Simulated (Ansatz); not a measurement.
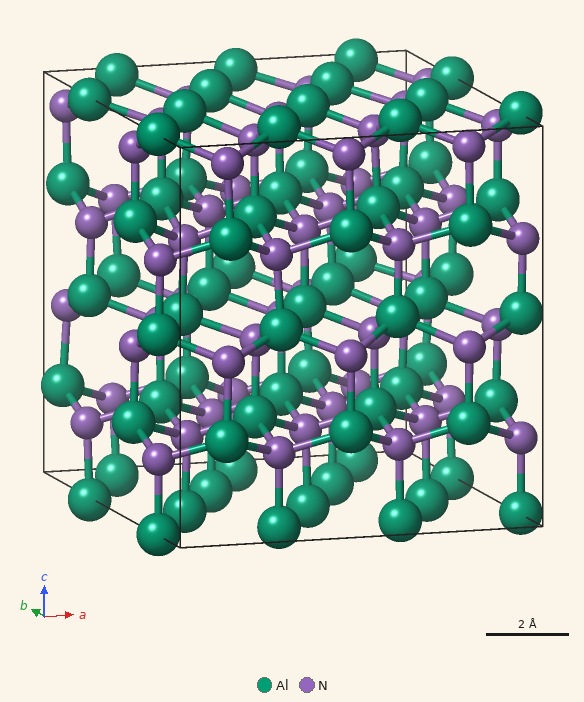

The structure as given in the input (ball-and-stick view of the cell of the calculation, seen slightly off an axis). Near neighbours in the crystal (not all of them lie inside the picture): Al has 4 N at 1.75 to 2.04 Å; N has 4 Al at 1.75 to 2.04 Å.

## Run report: Al48N48, single-point calculation (part 1 of 2)

System: Al48N48 (P1, 96 atoms in the cell).
Method: DFT, r2SCAN, PAW, plane waves (Ansatz 0.2.0).

The structure was built on a prototype by a generator.

**The input**
```yaml
crystal:
  lattice:
    - [9.341448, 0.000000, 0.000000]
    - [0.000000, 10.786575, 0.000000]
    - [0.000000, 0.000000, 9.967057]
  atoms:
    - { symbol: Al, position: [0.158284, 0.079328, 0.242966] }
    - { symbol: Al, position: [0.170604, 0.082385, 0.747081] }
    - { symbol: Al, position: [0.997556, 0.335363, 0.251026] }
    - { symbol: Al, position: [0.000008, 0.328704, 0.754377] }
    - { symbol: Al, position: [0.503087, 0.084071, 0.248063] }
    - { symbol: Al, position: [0.503660, 0.085463, 0.749632] }
    - { symbol: Al, position: [0.332054, 0.334082, 0.246904] }
    - { symbol: Al, position: [0.331153, 0.331811, 0.747496] }
    - { symbol: Al, position: [0.164182, 0.578229, 0.246660] }
    - { symbol: Al, position: [0.169533, 0.584914, 0.753003] }
    - { symbol: Al, position: [0.989915, 0.833855, 0.248611] }
    - { symbol: Al, position: [0.004808, 0.835180, 0.751694] }
    - { symbol: Al, position: [0.827708, 0.084699, 0.251472] }
    - { symbol: Al, position: [0.831900, 0.082834, 0.746653] }
    - { symbol: Al, position: [0.662669, 0.334203, 0.248519] }
    - { symbol: Al, position: [0.672267, 0.335350, 0.751485] }
    - { symbol: Al, position: [0.497504, 0.581866, 0.247641] }
    - { symbol: Al, position: [0.495604, 0.581785, 0.750533] }
    - { symbol: Al, position: [0.332383, 0.832087, 0.250502] }
    - { symbol: Al, position: [0.327105, 0.832196, 0.746271] }
    - { symbol: Al, position: [0.830174, 0.582568, 0.244595] }
    - { symbol: Al, position: [0.830449, 0.578654, 0.746300] }
    - { symbol: Al, position: [0.670171, 0.831984, 0.248564] }
    - { symbol: Al, position: [0.664983, 0.837913, 0.747017] }
    - { symbol: Al, position: [0.004555, 0.169334, 0.501022] }
    - { symbol: Al, position: [0.001961, 0.165805, 0.002025] }
    - { symbol: Al, position: [0.339402, 0.161536, 0.496566] }
    - { symbol: Al, position: [0.337405, 0.172168, 0.001057] }
    - { symbol: Al, position: [0.159790, 0.415572, 0.496574] }
    - { symbol: Al, position: [0.170121, 0.418424, 0.003436] }
    - { symbol: Al, position: [0.000898, 0.669290, 0.504055] }
    - { symbol: Al, position: [0.999992, 0.663503, 0.994710] }
    - { symbol: Al, position: [0.662340, 0.167141, 0.511323] }
    - { symbol: Al, position: [0.670536, 0.168310, 0.000826] }
    - { symbol: Al, position: [0.498349, 0.410645, 0.499390] }
    - { symbol: Al, position: [0.509966, 0.418587, 0.998029] }
    - { symbol: Al, position: [0.330341, 0.663304, 0.503446] }
    - { symbol: Al, position: [0.336350, 0.669534, 0.997436] }
    - { symbol: Al, position: [0.171894, 0.907377, 0.499461] }
    - { symbol: Al, position: [0.170326, 0.916268, 0.999247] }
    - { symbol: Al, position: [0.833008, 0.411016, 0.502481] }
    - { symbol: Al, position: [0.837815, 0.417848, 0.995604] }
    - { symbol: Al, position: [0.671176, 0.664362, 0.498061] }
    - { symbol: Al, position: [0.671100, 0.669811, 0.997540] }
    - { symbol: Al, position: [0.494590, 0.922491, 0.499932] }
    - { symbol: Al, position: [0.496160, 0.910528, 0.995829] }
    - { symbol: Al, position: [0.832199, 0.927649, 0.498241] }
    - { symbol: Al, position: [0.829948, 0.914820, 0.000661] }
    - { symbol: N, position: [0.002060, 0.164286, 0.190089] }
    - { symbol: N, position: [0.007957, 0.167239, 0.687481] }
    - { symbol: N, position: [0.334112, 0.162251, 0.189412] }
    - { symbol: N, position: [0.327725, 0.164384, 0.684597] }
    - { symbol: N, position: [0.177216, 0.419563, 0.189679] }
    - { symbol: N, position: [0.167073, 0.411958, 0.680752] }
    - { symbol: N, position: [0.996486, 0.673128, 0.184892] }
    - { symbol: N, position: [0.007836, 0.670091, 0.685407] }
    - { symbol: N, position: [0.667211, 0.168946, 0.191094] }
    - { symbol: N, position: [0.664590, 0.163611, 0.691128] }
    - { symbol: N, position: [0.502333, 0.416551, 0.188595] }
    - { symbol: N, position: [0.499661, 0.415933, 0.686621] }
    - { symbol: N, position: [0.341760, 0.672493, 0.186447] }
    - { symbol: N, position: [0.331561, 0.667550, 0.697137] }
    - { symbol: N, position: [0.162193, 0.925190, 0.187511] }
    - { symbol: N, position: [0.162030, 0.911637, 0.687101] }
    - { symbol: N, position: [0.836756, 0.426262, 0.190229] }
    - { symbol: N, position: [0.829592, 0.407866, 0.687585] }
    - { symbol: N, position: [0.673258, 0.670480, 0.185943] }
    - { symbol: N, position: [0.665661, 0.670621, 0.684104] }
    - { symbol: N, position: [0.491436, 0.912437, 0.183859] }
    - { symbol: N, position: [0.500390, 0.918005, 0.691150] }
    - { symbol: N, position: [0.834639, 0.920465, 0.185579] }
    - { symbol: N, position: [0.833962, 0.919479, 0.690181] }
    - { symbol: N, position: [0.165854, 0.086991, 0.438804] }
    - { symbol: N, position: [0.161246, 0.082267, 0.936475] }
    - { symbol: N, position: [0.002470, 0.335601, 0.440922] }
    - { symbol: N, position: [0.002675, 0.337496, 0.937735] }
    - { symbol: N, position: [0.501547, 0.081336, 0.437429] }
    - { symbol: N, position: [0.497357, 0.085688, 0.940842] }
    - { symbol: N, position: [0.335695, 0.335284, 0.437792] }
    - { symbol: N, position: [0.332468, 0.339219, 0.936911] }
    - { symbol: N, position: [0.165296, 0.588385, 0.442633] }
    - { symbol: N, position: [0.168877, 0.585083, 0.939285] }
    - { symbol: N, position: [0.003685, 0.835740, 0.447486] }
    - { symbol: N, position: [0.000398, 0.838511, 0.945419] }
    - { symbol: N, position: [0.830118, 0.086180, 0.441104] }
    - { symbol: N, position: [0.826903, 0.081932, 0.944421] }
    - { symbol: N, position: [0.663489, 0.340168, 0.437042] }
    - { symbol: N, position: [0.660997, 0.334389, 0.943531] }
    - { symbol: N, position: [0.499097, 0.579563, 0.442925] }
    - { symbol: N, position: [0.491338, 0.584046, 0.936825] }
    - { symbol: N, position: [0.334772, 0.838517, 0.438937] }
    - { symbol: N, position: [0.334367, 0.826702, 0.939195] }
    - { symbol: N, position: [0.835682, 0.574369, 0.430893] }
    - { symbol: N, position: [0.839338, 0.577724, 0.947559] }
    - { symbol: N, position: [0.661898, 0.837526, 0.437863] }
    - { symbol: N, position: [0.673111, 0.835986, 0.944559] }
  symmetry: { detect: false }
kpoints:
  mp_grid: { grid: [1, 1, 1], shift: [0.25, 0.25, 0.25] }
hamiltonian:
  xc: r2scan
scf:
  occupations: { method: fermi_dirac, width: 0.01 }
output:
  forces: true
  eigenvalues: true
  populations: true
  eigenstates: { kpoints: [[0.25, 0.25, 0.25]], e_range: [-6.0, 6.0], localisation: true }
```

Run on 1 × NVIDIA GB300 Max-Q, 8 threads of Arm Neoverse-V2, 80 GiB of memory available, shared host.

**Output**
```
Pseudopotentials: kind: paw
Functional definition: r2SCAN
  parameter k0 = 0.174
  parameter k1 = 0.065
  parameter a1 = 4.9479
  exchange = r2scan_x(k0 = k0, k1 = k1, a1 = a1)
  correlation = r2scan_c
Crystal: 96 atoms, lattice volume = 1004.303 Å³
Basis set: ecut = 500 eV, 25509 PW (Γ), exchange–correlation on 288×320×300 points (64 copies of the dense FFT grid, shifted against one another)
Bands: 288, of which v1, the nominal top of the filled ones, is band 192 counted from 1 (191 counted from 0)
Symmetry: 1 space group operations
k-points: 1
Non-local potential: Al, projectors of the file, l = 0: 2, l = 1: 2, l = 2: 1
Non-local potential: N, projectors of the file, l = 0: 2, l = 1: 2, l = 2: 1
PAW form: soft (Blöchl's): semilocal exchange-correlation on the pseudo side does not see the compensation charge
PAW frozen core: Al, regenerated for the run's functional (the file was generated under x = pbe(κ = 0.804, μ = 0.2195149727645171), c = pbe(β = 0.06672455060314922))
PAW frozen core: N, regenerated for the run's functional (the file was generated under x = pbe(κ = 0.804, μ = 0.2195149727645171), c = pbe(β = 0.06672455060314922))
PAW one-centre angular grid: Al, 302 points (default); XC on 160 Gauss nodes
PAW one-centre angular grid: N, 302 points (default); XC on 160 Gauss nodes
Initial density: superposition of atomic densities (neutral atoms: chi_scale 0, normalization atom), corrected by the library's trained network
Initial wavefunctions: pseudopotential atomic-orbital guess
Functional: x = r2scan, c = r2scan; τ floored in thin density (d = 2e-4 eV/Å³)
SCF iter   1: F=—  HF=-44558.752998 eV  |F-HF|=—  |Δ(HF+E_count)|=         —  Δρ=6.74e-3  dr2=4.83e-1  dr2_τ=7.54e0  ethr=1.77e-3  ⟨swp⟩=6.0  Hψ=1284  notcnv=0  defer=46
preconditioner: auto → Resta (q_TF=auto, 2.324 Å⁻¹)  ε∞=3.6  [insulator: Δε(μ)=5.470 eV  Ē_g=14.137 eV  σ=0.010 eV  W_gap=1.00  n_scr=218 (ndim 8)  ℏωp=23.0 eV  f_vac=0.000  D(μ)=0.00/eV (n_scr^D=0)  ε∞_Penn≈3.6]
SCF iter   2: F=—  HF=-44562.132596 eV  |F-HF|=—  |Δ(HF+E_count)|=    3.38e0  Δρ=4.98e-3  dr2=1.93e-1  dr2_τ=4.86e-3  ethr=1.26e-4  ⟨swp⟩=3.0  Hψ=536  notcnv=0  defer=90
SCF iter   3: F=—  HF=-44562.103274 eV  |F-HF|=—  |Δ(HF+E_count)|=   2.93e-2  Δρ=1.22e-3  dr2=1.35e-2  dr2_τ=1.14e-3  ethr=5.03e-5  ⟨swp⟩=3.0  Hψ=349  notcnv=0  defer=90
SCF iter   4: F=—  HF=-44562.102030 eV  |F-HF|=—  |Δ(HF+E_count)|=   1.24e-3  Δρ=3.91e-4  dr2=1.69e-3  dr2_τ=2.80e-4  ethr=3.51e-6  ⟨swp⟩=2.0  Hψ=396  notcnv=0  defer=90
SCF iter   5: F=—  HF=-44562.102598 eV  |F-HF|=—  |Δ(HF+E_count)|=   5.68e-4  Δρ=1.37e-4  dr2=2.33e-4  dr2_τ=6.22e-6  ethr=4.39e-7  ⟨swp⟩=2.0  Hψ=354  notcnv=0  defer=90
SCF iter   6: F=—  HF=-44562.102575 eV  |F-HF|=—  |Δ(HF+E_count)|=   2.34e-5  Δρ=3.74e-5  dr2=1.16e-5  dr2_τ=2.01e-6  ethr=6.06e-8  ⟨swp⟩=2.0  Hψ=389  notcnv=0  defer=90
SCF iter   7: F=—  HF=-44562.102602 eV  |F-HF|=—  |Δ(HF+E_count)|=   2.68e-5  Δρ=7.19e-6  dr2=4.25e-7  dr2_τ=2.83e-8  ethr=3.02e-9  ⟨swp⟩=2.0  Hψ=434  notcnv=0  defer=90
SCF iter   8: F=-44562.102602 eV  HF=-44562.102602 eV  |F-HF|=3.37e-8  |Δ(HF+E_count)|=   1.03e-7  Δρ=2.59e-6  dr2=6.35e-8  dr2_τ=1.06e-8  ethr=2.60e-11  ⟨swp⟩=16.0  Hψ=1785  notcnv=0
SCF 1 converged in 8 iterations: F = -44562.102602 eV  dr2 = 6.35e-8
  greatest PAW one-centre occupation: 0.799 electrons in one spin orbital (limit 2), on the N atom at site 57 (counted from 0), in its partial waves of l = 0
NSCF: frozen V_eff on 1 k-points
SCF converged after 8 iterations
Free energy (F): -44562.102602 eV
Harris-Foulkes:  -44562.102602 eV  (|F-HF|=3.37e-8)
Internal energy: -44562.102602 eV  (E = F + TS)
E sigma→0 (E₀):  -44562.102602 eV
Fermi energy:    9.560987 eV
--- Per-component energies (eV) ---
  E_band       = 536.428882
  E_kinetic    = 7707.001025
  E_local      = -10843.023715  (includes V_loc(G=0)·N_el)
  E_nonlocal   = 2607.024566
  E_hartree    = 3803.725331
  E_xc         = -4744.950367
  E_vxc        = -5720.082679  (∫ρ·V_xc dr)
  E_paw        = -28918.476540  (= ΣΔE_a)
  E_vpaw       = -1129.281125  (= ΣTr[D̂ρ^β])
  E_aug_tail   = 0.000887  (compensation charges beyond the density's cutoff)
  E_vtau       = 307.346842  (kinetic-family band-sum trace: ∫τ·v_τ [+ j·A + Jᵃ·Aᵃ] dr)
  E_ewald      = -14169.099502
  E_core_change = -4.304286  (= ΣΔE_core)
  E_smearing   = -0.000000  (= −TS)
  E_closure    = 0.000000  (closes the sum)
  Σ components = -44562.102602   (vs F -44562.102602, Δ=0.00e0)
```
